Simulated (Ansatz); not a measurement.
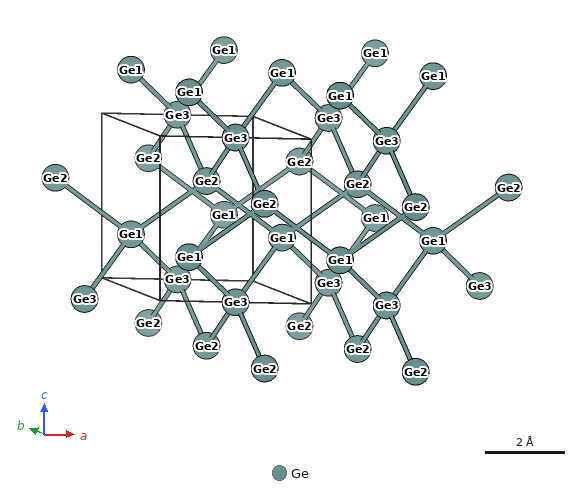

This is the input geometry for a relaxation of crystalline Ge (a generated structure, set up in P6_422) (coarse preliminary run). The picture is a ball-and-stick view of the cell of the calculation, repeated 2 × 1 × 1 with one cell outlined, seen slightly off an axis.

The calculation used DFT PBE, scalar-relativistic, plane waves, PAW (Ansatz).

The input:
```yaml
crystal:
  lattice:
    - [3.87687772, 0.0, 0.0]
    - [-1.93843886, 3.3574746, 0.0]
    - [0.0, 0.0, 4.24524357]
  atoms:
    - { symbol: Ge, position: [0.0, 0.5, 0.33333333] }
    - { symbol: Ge, position: [0.5, 0.5, 0.66666667] }
    - { symbol: Ge, position: [0.5, 0.0, 0.0] }
basis:
  ecutwfc: 420
kpoints:
  mp_grid: { grid: [6, 6, 4] }
hamiltonian:
  xc: pbe
scf:
  occupations: { method: gaussian, width: 0.1 }
  lower_state_search: "off"
output:
  forces: true
  stress: true
  eigenvalues: true
relax:
  adjacent_minimum: "off"
  f_tol: 0.04
  max_steps: 70
  cell: { stress_tol: 0.4 }
```

Command:
```bash
ansatz run input.yaml --threads 1 --pin off --max-ram 2560MiB --backend cpu --events-out ev --progress --plain --runs-dir out
```

### Predict the outcome.

The atoms keep their places relative to the cell (all moves are under 0.005 Å). The drawn cell changes as follows: a = b 3.877 → 4.129 Å (+6.5 %), c 4.245 → 4.400 Å (+3.7 %); the volume changes by +17.6 %. Near-neighbour distances that change, for instance: Ge1–Ge2 2.400 → 2.533 Å. The space group stays P6_422 (No. 181). Over 3 accepted moves (4 points after the start) the energy falls by 132 meV per atom. All forces vanish by symmetry, so only the cell relaxes. Pressure: 14.74 GPa at the start and 0.19 GPa at the end. At 1 point the geometry stayed and the basis and grid were re-selected for the new cell (energy shift of 1.5 meV per atom at most each time).

History of the run:

```
step  E − E(0), meV/atom  pressure, GPa  volume, Å³/atom                      note
   0                0.00          14.74           18.419                          
   1             -122.22           3.12           20.742                          
   2             -130.40           0.62           21.468                          
   3             -130.77           0.05           21.659                          
   4             -132.29           0.19           21.659  same geometry, new basis
```

Final geometry:

```
CELL_PARAMETERS angstrom
4.12921 0.00000 0.00000
-2.06460 3.57600 0.00000
0.00000 0.00000 4.40048
ATOMIC_POSITIONS crystal
Ge 0.00000 0.50000 0.33333
Ge 0.50000 0.50000 0.66667
Ge 0.50000 0.00000 0.00000
```

The end point in the same view:

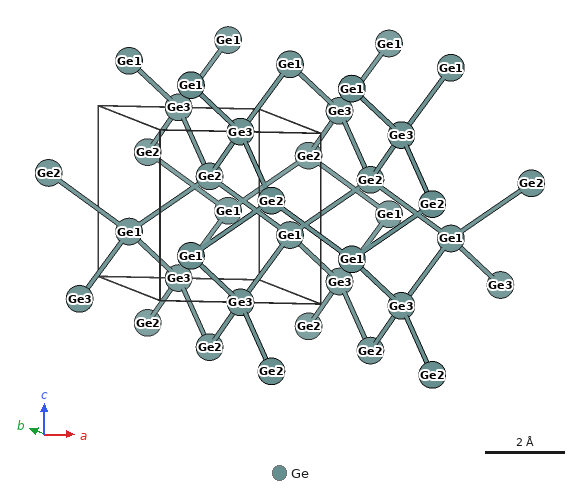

Limits of the set-up: the k-point mesh is coarse for a cell with partly filled bands.
